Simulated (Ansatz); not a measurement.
# Run report: SiO2, geometry relaxation (part 1 of 3)

- system: SiO2 (12 atoms in the cell)
- method: DFT PBE, scalar-relativistic, plane waves, PAW, no spin polarisation (Ansatz 0.2.0)

The structure derives from a Materials Project entry. Figures and captions count atoms from 1; the log counts them from 0 in places.

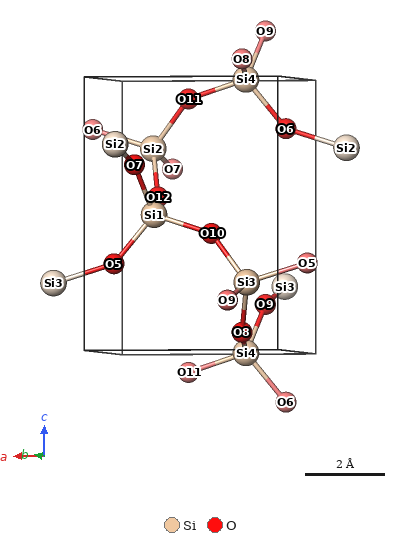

Figure 1. The structure as given in the input (ball-and-stick view of the cell of the calculation, seen at an oblique angle; neighbours outside the cell are drawn fainter; atoms are numbered from 1 in the order of the input). An atom can appear more than once, as a periodic image. Near neighbours in the periodic cell (some may lie outside the picture): Si has 4 O at 1.61 Å; O has 2 Si at 1.61 Å.

Results in brief

- outcome: converged
- space group (tolerance 0.01 Å): P4₁2₁2 (92)
- electrons treated: 64
- free energy: −7096.3815 eV
- Fermi energy: 3.650 eV
- gap on the k-point mesh: 5.51 eV
- pressure: 0.00 GPa
- final volume: 183.43 Å³
- largest force (length of the vector) at the end: under 0.001 eV/Å
- final cell: a = 5.083 Å, b = 5.083 Å, c = 7.099 Å, α = 90.00°, β = 90.00°, γ = 90.00°
- hardware: 4 threads of Intel Xeon @ 2.50GHz (Skylake/Cascade Lake), 189 GiB of memory available, shared host
- wall time: 1.9 min (CPU time 7 min)
- peak memory: 0.63 GiB

Input
```yaml
crystal:
  lattice:
    - [4.99264721, 0.0, 0.0]
    - [0.0, 4.99264721, 0.0]
    - [0.0, 0.0, 6.93392642]
  atoms:
    - { symbol: Si, position: [0.6986584, 0.6986584, 0.5] }
    - { symbol: Si, position: [0.8013416, 0.1986584, 0.75] }
    - { symbol: Si, position: [0.1986584, 0.8013416, 0.25] }
    - { symbol: Si, position: [0.3013416, 0.3013416, 0.0] }
    - { symbol: O, position: [0.89356859, 0.76138645, 0.32010849] }
    - { symbol: O, position: [0.10643141, 0.23861355, 0.82010849] }
    - { symbol: O, position: [0.76138645, 0.89356859, 0.67989151] }
    - { symbol: O, position: [0.26138645, 0.60643141, 0.07010849] }
    - { symbol: O, position: [0.23861355, 0.10643141, 0.17989151] }
    - { symbol: O, position: [0.39356859, 0.73861355, 0.42989151] }
    - { symbol: O, position: [0.60643141, 0.26138645, 0.92989151] }
    - { symbol: O, position: [0.73861355, 0.39356859, 0.57010849] }
basis:
  ecutwfc: 420
kpoints:
  mp_grid: { grid: [6, 6, 4] }
hamiltonian:
  xc: pbe
scf:
  occupations: { method: gaussian, width: 0.02 }
output:
  forces: true
  stress: true
  eigenvalues: true
relax:
  adjacent_minimum: "off"
  f_tol: 0.005
  max_steps: 80
  cell: { stress_tol: 0.05 }
```

Launched with:
```bash
ansatz run input.yaml --threads 4 --pin off --max-ram 10240MiB --backend cpu --events-out ev --progress --plain --runs-dir out
```

The program's output
```
Engine: ansatz 0.2.0, x86_64-unknown-linux-gnu
Pseudopotentials: kind: paw
Pseudopotential: Si, paw, valence charge 4, recommended cutoff 420 eV (normal), Si.paw.azcp
Pseudopotential: O, paw, valence charge 6, recommended cutoff 420 eV (normal), O.paw.azcp
Functional definition: PBE
  parameter kappa = 0.804
  parameter beta = 0.06672455060314922
  exchange = pbe_x(kappa = kappa, mu = beta*pi^2/3)
  correlation = pbe_c(beta = beta)
Crystal: 12 atoms, lattice volume = 172.839 Å³
Basis set: ecut = 420 eV, 3379 PW (Γ), exchange–correlation on 72×72×96 points (8 copies of the dense FFT grid, shifted against one another)
Bands: 44, of which v1, the nominal top of the filled ones, is band 32 counted from 1 (31 counted from 0)
Symmetry: 8 space group operations
Space group: P41212 (ITA 92), of the structure as read, at distance tolerance 5.6e-5 Å
k-points: 30 of 144 (time reversal used)
Non-local potential: Si, projectors of the file, l = 0: 2, l = 1: 2, l = 2: 2
Non-local potential: O, projectors of the file, l = 0: 2, l = 1: 2, l = 2: 1
PAW form: soft (Blöchl's): semilocal exchange-correlation on the pseudo side does not see the compensation charge
PAW one-centre angular grid: Si, 110 points (default); XC on 64 Gauss nodes
PAW one-centre angular grid: O, 110 points (default); XC on 64 Gauss nodes
Initial density: superposition of atomic densities (neutral atoms: chi_scale 0, normalization atom), corrected by the library's trained network
Initial wavefunctions: pseudopotential atomic-orbital guess
Functional: x = pbe(κ = 0.804, μ = 0.2195149727645171), c = pbe(β = 0.06672455060314922)
SCF iter   1: F=—  HF=-7096.295076 eV  |F-HF|=—  |Δ(HF+E_count)|=         —  Δρ=1.01e-3  dr2=4.80e-4  ethr=1.77e-3  ⟨swp⟩=7.2  Hψ=6859  notcnv=0  defer=26
preconditioner: auto → Resta (q_TF=auto, 2.312 Å⁻¹)  ε∞=2.8  [insulator: Δε(μ)=5.709 eV  Ē_g=16.730 eV  σ=0.020 eV  W_gap=1.00  n_scr=36 (ndim 8)  ℏωp=22.6 eV  f_vac=0.227  D(μ)=0.00/eV (n_scr^D=0)  ε∞_Penn≈2.8]
SCF iter   2: F=—  HF=-7096.297969 eV  |F-HF|=—  |Δ(HF+E_count)|=   2.89e-3  Δρ=5.19e-4  dr2=1.29e-4  ethr=7.51e-7  ⟨swp⟩=2.7  Hψ=2965  notcnv=0  defer=157
SCF iter   3: F=—  HF=-7096.298888 eV  |F-HF|=—  |Δ(HF+E_count)|=   9.19e-4  Δρ=1.80e-4  dr2=3.21e-5  ethr=2.01e-7  ⟨swp⟩=2.0  Hψ=2292  notcnv=0  defer=157
SCF iter   4: F=—  HF=-7096.299438 eV  |F-HF|=—  |Δ(HF+E_count)|=   5.50e-4  Δρ=3.76e-5  dr2=1.26e-6  ethr=5.02e-8  ⟨swp⟩=2.0  Hψ=1883  notcnv=0  defer=157
SCF iter   5: F=—  HF=-7096.299440 eV  |F-HF|=—  |Δ(HF+E_count)|=   1.86e-6  Δρ=1.50e-5  dr2=2.54e-7  ethr=1.96e-9  ⟨swp⟩=3.0  Hψ=2232  notcnv=0  defer=157
SCF iter   6: F=-7096.299441 eV  HF=-7096.299441 eV  |F-HF|=8.21e-9  |Δ(HF+E_count)|=   5.34e-7  Δρ=1.77e-6  dr2=4.55e-9  ethr=1.56e-10  ⟨swp⟩=11.6  Hψ=6419  notcnv=0
SCF 1 converged in 6 iterations: F = -7096.299441 eV  dr2 = 4.55e-9
  greatest PAW one-centre occupation: 0.862 electrons in one spin orbital (limit 2), on the O atom at site 9 (counted from 0), in its partial waves of l = 0
relax step   1: F+E_penalty+E_count = -7096.29944067 eV  Δ(F+E_penalty+E_count) = +0.000e0 eV  max|allowed force component| = 2.404e-1 eV/Å  Δτ_max = 0.0000 Å  P = +4.678 GPa  Ω = 172.839 Å³  (6 SCF iters, dr2 threshold 1.00e-7 eV, accepted)
Crystal: 12 atoms, lattice volume = 175.699 Å³
Basis set: ecut = 420 eV, 3451 PW (Γ), exchange–correlation on 72×72×96 points (8 copies of the dense FFT grid, shifted against one another)
Initial density: handed on by an earlier stage of this run
Initial wavefunctions: those handed on with the density
iter 1 solved again at ethr=2.68e-5 eV; its pass at ethr=3.10e-3 eV (dr2=1.71e-2 eV) is discarded
SCF iter   1: F=—  HF=-7096.346348 eV  |F-HF|=—  |Δ(HF+E_count)|=         —  Δρ=3.37e-3  dr2=1.72e-2  ethr=2.68e-5  ⟨swp⟩=3.3  Hψ=5759  notcnv=0
preconditioner: auto → Resta (q_TF=auto, 2.306 Å⁻¹)  ε∞=2.8  [insulator: Δε(μ)=5.597 eV  Ē_g=16.579 eV  σ=0.020 eV  W_gap=1.00  n_scr=36 (ndim 8)  ℏωp=22.4 eV  f_vac=0.238  D(μ)=0.00/eV (n_scr^D=0)  ε∞_Penn≈2.8]
SCF iter   2: F=—  HF=-7096.341550 eV  |F-HF|=—  |Δ(HF+E_count)|=   4.80e-3  Δρ=1.29e-3  dr2=1.77e-3  ethr=2.68e-5  ⟨swp⟩=2.5  Hψ=2429  notcnv=0
SCF iter   3: F=—  HF=-7096.341235 eV  |F-HF|=—  |Δ(HF+E_count)|=   3.15e-4  Δρ=5.78e-4  dr2=4.96e-4  ethr=2.76e-6  ⟨swp⟩=1.0  Hψ=1320  notcnv=0
SCF iter   4: F=—  HF=-7096.341761 eV  |F-HF|=—  |Δ(HF+E_count)|=   5.25e-4  Δρ=8.13e-5  dr2=9.27e-6  ethr=7.75e-7  ⟨swp⟩=2.0  Hψ=2280  notcnv=0
SCF iter   5: F=-7096.341768 eV  HF=-7096.341767 eV  |F-HF|=9.41e-8  |Δ(HF+E_count)|=   6.64e-6  Δρ=1.70e-5  dr2=2.65e-7  ethr=1.87e-9  ⟨swp⟩=8.9  Hψ=6922  notcnv=0
SCF 2 converged in 5 iterations: F = -7096.341768 eV  dr2 = 2.65e-7
  greatest PAW one-centre occupation: 0.862 electrons in one spin orbital (limit 2), on the O atom at site 11 (counted from 0), in its partial waves of l = 0
relax step   2: F+E_penalty+E_count = -7096.34176753 eV  Δ(F+E_penalty+E_count) = -4.233e-2 eV  max|allowed force component| = 1.107e-1 eV/Å  Δτ_max = 0.0090 Å  P = +2.352 GPa  Ω = 175.699 Å³  energy of the carried Pulay correction = -9.440e-3 eV  (5 SCF iters, dr2 threshold 1.20e-6 eV, accepted)
Crystal: 12 atoms, lattice volume = 179.011 Å³
Basis set: ecut = 420 eV, 3523 PW (Γ), exchange–correlation on 72×72×96 points (8 copies of the dense FFT grid, shifted against one another)
iter 1 solved again at ethr=3.31e-5 eV; its pass at ethr=3.10e-3 eV (dr2=2.12e-2 eV) is discarded
SCF iter   1: F=—  HF=-7096.356337 eV  |F-HF|=—  |Δ(HF+E_count)|=         —  Δρ=3.82e-3  dr2=2.16e-2  ethr=3.31e-5  ⟨swp⟩=3.7  Hψ=5981  notcnv=0
preconditioner: auto → Resta (q_TF=auto, 2.298 Å⁻¹)  ε∞=2.8  [insulator: Δε(μ)=5.505 eV  Ē_g=16.443 eV  σ=0.020 eV  W_gap=1.00  n_scr=36 (ndim 8)  ℏωp=22.2 eV  f_vac=0.243  D(μ)=0.00/eV (n_scr^D=0)  ε∞_Penn≈2.8]
SCF iter   2: F=—  HF=-7096.350691 eV  |F-HF|=—  |Δ(HF+E_count)|=   5.65e-3  Δρ=1.57e-3  dr2=2.47e-3  ethr=3.31e-5  ⟨swp⟩=2.8  Hψ=2467  notcnv=0
SCF iter   3: F=—  HF=-7096.350335 eV  |F-HF|=—  |Δ(HF+E_count)|=   3.57e-4  Δρ=6.87e-4  dr2=6.53e-4  ethr=3.86e-6  ⟨swp⟩=1.0  Hψ=1320  notcnv=0
SCF iter   4: F=—  HF=-7096.350889 eV  |F-HF|=—  |Δ(HF+E_count)|=   5.54e-4  Δρ=9.47e-5  dr2=1.25e-5  ethr=1.02e-6  ⟨swp⟩=2.0  Hψ=2280  notcnv=0
SCF iter   5: F=-7096.350898 eV  HF=-7096.350898 eV  |F-HF|=1.43e-7  |Δ(HF+E_count)|=   8.83e-6  Δρ=1.87e-5  dr2=3.57e-7  ethr=1.87e-9  ⟨swp⟩=9.4  Hψ=7010  notcnv=0
SCF 3 converged in 5 iterations: F = -7096.350898 eV  dr2 = 3.57e-7
  greatest PAW one-centre occupation: 0.861 electrons in one spin orbital (limit 2), on the O atom at site 8 (counted from 0), in its partial waves of l = 0
relax step   3: F+E_penalty+E_count = -7096.35089804 eV  Δ(F+E_penalty+E_count) = -9.131e-3 eV  max|allowed force component| = 2.022e-2 eV/Å  Δτ_max = 0.0127 Å  P = -0.007 GPa  Ω = 179.011 Å³  energy of the carried Pulay correction = -2.018e-2 eV  (5 SCF iters, dr2 threshold 1.20e-6 eV, accepted)
Crystal: 12 atoms, lattice volume = 179.619 Å³
iter 1 solved again at ethr=2.57e-6 eV; its pass at ethr=3.10e-3 eV (dr2=1.65e-3 eV) is discarded
SCF iter   1: F=—  HF=-7096.349397 eV  |F-HF|=—  |Δ(HF+E_count)|=         —  Δρ=1.27e-3  dr2=1.79e-3  ethr=2.57e-6  ⟨swp⟩=3.1  Hψ=6443  notcnv=0
preconditioner: auto → Resta (q_TF=auto, 2.297 Å⁻¹)  ε∞=2.8  [insulator: Δε(μ)=5.542 eV  Ē_g=16.474 eV  σ=0.020 eV  W_gap=1.00  n_scr=36 (ndim 8)  ℏωp=22.2 eV  f_vac=0.241  D(μ)=0.00/eV (n_scr^D=0)  ε∞_Penn≈2.8]
SCF iter   2: F=—  HF=-7096.349027 eV  |F-HF|=—  |Δ(HF+E_count)|=   3.70e-4  Δρ=6.76e-4  dr2=4.51e-4  ethr=2.57e-6  ⟨swp⟩=2.0  Hψ=2035  notcnv=0
SCF iter   3: F=—  HF=-7096.348963 eV  |F-HF|=—  |Δ(HF+E_count)|=   6.38e-5  Δρ=1.31e-4  dr2=2.12e-5  ethr=7.05e-7  ⟨swp⟩=2.7  Hψ=2276  notcnv=0
SCF iter   4: F=—  HF=-7096.349544 eV  |F-HF|=—  |Δ(HF+E_count)|=   5.80e-4  Δρ=3.85e-5  dr2=1.61e-6  ethr=3.31e-8  ⟨swp⟩=2.0  Hψ=2087  notcnv=0
SCF iter   5: F=—  HF=-7096.349545 eV  |F-HF|=—  |Δ(HF+E_count)|=   8.12e-7  Δρ=8.17e-6  dr2=1.03e-7  ethr=2.52e-9  ⟨swp⟩=2.7  Hψ=2330  notcnv=0
SCF iter   6: F=-7096.349545 eV  HF=-7096.349545 eV  |F-HF|=3.11e-9  |Δ(HF+E_count)|=   1.58e-7  Δρ=7.60e-7  dr2=1.58e-9  ethr=3.99e-11  ⟨swp⟩=7.0  Hψ=6181  notcnv=0
SCF 4 converged in 6 iterations: F = -7096.349545 eV  dr2 = 1.58e-9
  greatest PAW one-centre occupation: 0.861 electrons in one spin orbital (limit 2), on the O atom at site 11 (counted from 0), in its partial waves of l = 0
relax step   4: F+E_penalty+E_count = -7096.34954482 eV  Δ(F+E_penalty+E_count) = +1.353e-3 eV  max|allowed force component| = 8.582e-3 eV/Å  Δτ_max = 0.0086 Å  P = +0.015 GPa  Ω = 179.619 Å³  energy of the carried Pulay correction = -2.213e-2 eV  (6 SCF iters, dr2 threshold 2.56e-8 eV, accepted)
Crystal: 12 atoms, lattice volume = 180.083 Å³
Basis set: ecut = 420 eV, 3531 PW (Γ), exchange–correlation on 72×72×96 points (8 copies of the dense FFT grid, shifted against one another)
iter 1 solved again at ethr=1.50e-6 eV; its pass at ethr=3.10e-3 eV (dr2=9.60e-4 eV) is discarded
SCF iter   1: F=—  HF=-7096.347902 eV  |F-HF|=—  |Δ(HF+E_count)|=         —  Δρ=9.63e-4  dr2=1.01e-3  ethr=1.50e-6  ⟨swp⟩=3.2  Hψ=5873  notcnv=0
preconditioner: auto → Resta (q_TF=auto, 2.296 Å⁻¹)  ε∞=2.8  [insulator: Δε(μ)=5.539 eV  Ē_g=16.471 eV  σ=0.020 eV  W_gap=1.00  n_scr=36 (ndim 8)  ℏωp=22.1 eV  f_vac=0.243  D(μ)=0.00/eV (n_scr^D=0)  ε∞_Penn≈2.8]
SCF iter   2: F=—  HF=-7096.347706 eV  |F-HF|=—  |Δ(HF+E_count)|=   1.96e-4  Δρ=5.14e-4  dr2=2.53e-4  ethr=1.50e-6  ⟨swp⟩=2.0  Hψ=2019  notcnv=0
SCF iter   3: F=—  HF=-7096.347676 eV  |F-HF|=—  |Δ(HF+E_count)|=   2.99e-5  Δρ=1.12e-4  dr2=1.57e-5  ethr=3.96e-7  ⟨swp⟩=2.7  Hψ=2294  notcnv=0
SCF iter   4: F=—  HF=-7096.348228 eV  |F-HF|=—  |Δ(HF+E_count)|=   5.52e-4  Δρ=2.90e-5  dr2=8.80e-7  ethr=2.45e-8  ⟨swp⟩=2.0  Hψ=2046  notcnv=0
SCF iter   5: F=—  HF=-7096.348227 eV  |F-HF|=—  |Δ(HF+E_count)|=   1.18e-6  Δρ=5.74e-6  dr2=5.21e-8  ethr=1.37e-9  ⟨swp⟩=2.7  Hψ=2376  notcnv=0
SCF iter   6: F=-7096.348227 eV  HF=-7096.348227 eV  |F-HF|=1.66e-9  |Δ(HF+E_count)|=   8.59e-8  Δρ=5.91e-7  dr2=8.30e-10  ethr=7.19e-12  ⟨swp⟩=7.6  Hψ=6353  notcnv=0
SCF 5 converged in 6 iterations: F = -7096.348227 eV  dr2 = 8.30e-10
  greatest PAW one-centre occupation: 0.861 electrons in one spin orbital (limit 2), on the O atom at site 10 (counted from 0), in its partial waves of l = 0
relax step   5: F+E_penalty+E_count = -7096.34822715 eV  Δ(F+E_penalty+E_count) = +1.318e-3 eV  max|allowed force component| = 1.240e-3 eV/Å  Δτ_max = 0.0063 Å  P = +0.004 GPa  Ω = 180.083 Å³  energy of the carried Pulay correction = -2.361e-2 eV  (6 SCF iters, dr2 threshold 4.60e-9 eV, accepted)
Initial wavefunctions: pseudopotential atomic-orbital guess (no wavefunctions were taken with the density)
iter 1 solved again at ethr=3.76e-7 eV; its pass at ethr=3.10e-3 eV (dr2=2.41e-4 eV) is discarded
SCF iter   1: F=—  HF=-7096.375135 eV  |F-HF|=—  |Δ(HF+E_count)|=         —  Δρ=4.00e-4  dr2=3.72e-5  ethr=3.76e-7  ⟨swp⟩=4.3  Hψ=10199  notcnv=0
preconditioner: auto → Resta (q_TF=auto, 2.296 Å⁻¹)  ε∞=2.8  [insulator: Δε(μ)=5.539 eV  Ē_g=16.472 eV  σ=0.020 eV  W_gap=1.00  n_scr=36 (ndim 8)  ℏωp=22.1 eV  f_vac=0.242  D(μ)=0.00/eV (n_scr^D=0)  ε∞_Penn≈2.8]
SCF iter   2: F=—  HF=-7096.377580 eV  |F-HF|=—  |Δ(HF+E_count)|=   2.44e-3  Δρ=1.88e-4  dr2=8.67e-6  ethr=5.82e-8  ⟨swp⟩=2.0  Hψ=2270  notcnv=0
SCF iter   3: F=—  HF=-7096.378271 eV  |F-HF|=—  |Δ(HF+E_count)|=   6.91e-4  Δρ=5.78e-5  dr2=6.80e-7  ethr=1.35e-8  ⟨swp⟩=2.6  Hψ=2368  notcnv=0
SCF iter   4: F=—  HF=-7096.378328 eV  |F-HF|=—  |Δ(HF+E_count)|=   5.68e-5  Δρ=2.64e-6  dr2=5.50e-9  ethr=1.06e-9  ⟨swp⟩=2.0  Hψ=2280  notcnv=0
SCF iter   5: F=-7096.378328 eV  HF=-7096.378328 eV  |F-HF|=2.16e-10  |Δ(HF+E_count)|=   2.65e-8  Δρ=2.20e-7  dr2=6.38e-11  ethr=1.00e-12  ⟨swp⟩=4.6  Hψ=6222  notcnv=0
SCF 6 converged in 5 iterations: F = -7096.378328 eV  dr2 = 6.38e-11
relax step   6: F+E_penalty+E_count = -7096.37832790 eV  Δ(F+E_penalty+E_count) = -3.010e-2 eV  max|allowed force component| = 1.240e-3 eV/Å  Δτ_max = 0.0000 Å  P = +0.301 GPa  Ω = 180.083 Å³  stress off target by 3.04e-1 GPa  SCF on the basis re-selected at this cell (its energy is not comparable with the rows above)  (5 SCF iters)
basis re-selected at this cell: Δ(F+E_penalty+E_count) = -3.010e-2 eV, ΔP = +0.297 GPa vs the last step (what re-selecting the basis moved, of the pressure what is left beyond the Pulay correction that the steps carried, after the strain that the cell walked since its last selection, with what the two solves' SCF thresholds leave and, on support functions, any second-order correction that the steps lacked; it is no measure of the basis error at this ecutwfc). This SCF's stress stands 3.04e-1 GPa from its target on what of the cell is left free (relax.cell.stress_tol is 5.00e-2 GPa) and its largest allowed force component is 1.24e-3 eV/Å (relax.f_tol is 5.00e-3 eV/Å): not within both, so this SCF does not close the relaxation
Crystal: 12 atoms, lattice volume = 182.067 Å³
Basis set: ecut = 420 eV, 3563 PW (Γ), exchange–correlation on 72×72×96 points (8 copies of the dense FFT grid, shifted against one another)
iter 1 solved again at ethr=1.96e-5 eV; its pass at ethr=3.10e-3 eV (dr2=1.25e-2 eV) is discarded
```
